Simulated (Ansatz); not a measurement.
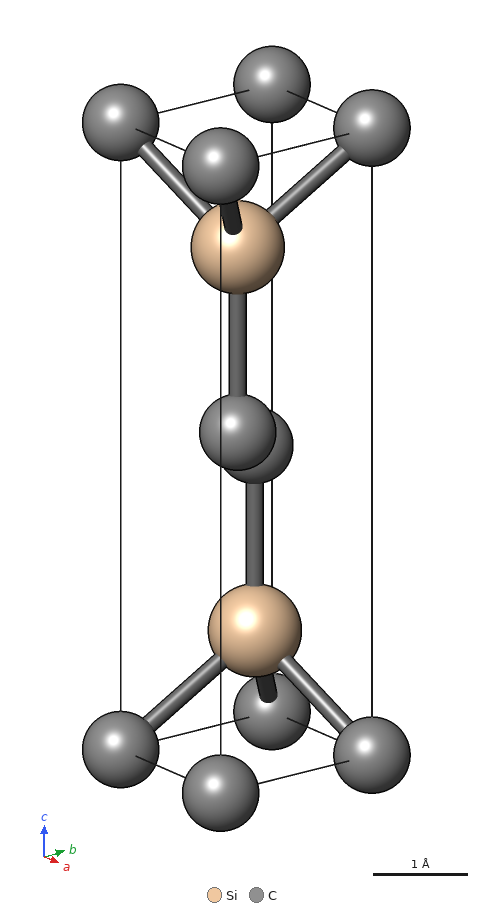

View slightly off an axis, drawn as a ball-and-stick model. The edges of the conventional unit cell are marked. Cell: a = 2.72 Å, b = 2.72 Å, c = 6.86 Å, α = 90.00°, β = 90.00°, γ = 120.00°.

Its origin is a structure type filled with these elements by a generator (whether the compound takes this form wasn't checked). Earlier steps of the study, as a rule a relaxation of our own, may have changed the cell and positions, so they can lie some per cent off the listed ones. A calculation with Ansatz used it as input.

Caption:

The structure is one of Si$_{2}$C$_{3}$. It is primitive hexagonal, space group P-3m1 (No. 164). Atoms per cell: 5 (2 Si, 3 C). Si is linked to four C at about 2.0 Å. C takes two kinds of site: 2d with three C and one Si in a distorted tetrahedral arrangement (about 1.6 Å to C, 2.0 Å to Si); 1a with six Si in an octahedral arrangement at about 2.0 Å. The bonds build a three-dimensional framework.

Calculation details: DFT PBE, scalar-relativistic, plane waves, PAW in Ansatz 0.2.0; an energy cutoff of 420 eV, an 18×18×6 grid in reciprocal space, Gaussian smearing of 0.1 eV, no spin polarisation.

How large a gap does the method give, if there is one?

A metal: bands cross the Fermi level.

What does a Bader analysis give?

Si +1.98 e; C -2.99 to -0.49 e.

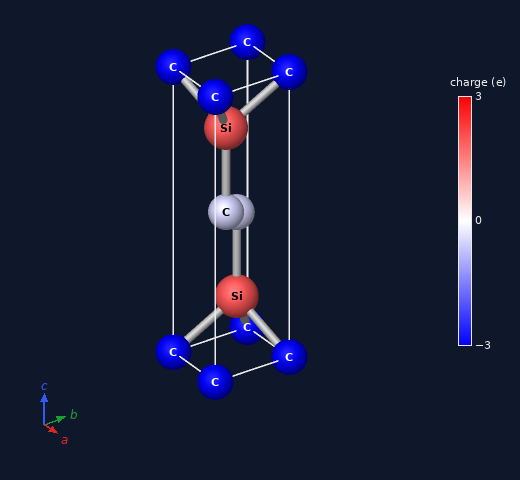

The atoms coloured by those charges. The run's cell of 5 atoms is drawn.

Is this the optimised geometry for these settings?

Yes. All forces vanish to within 0.01 eV/Å. The pressure is 0.0 GPa, close to zero.
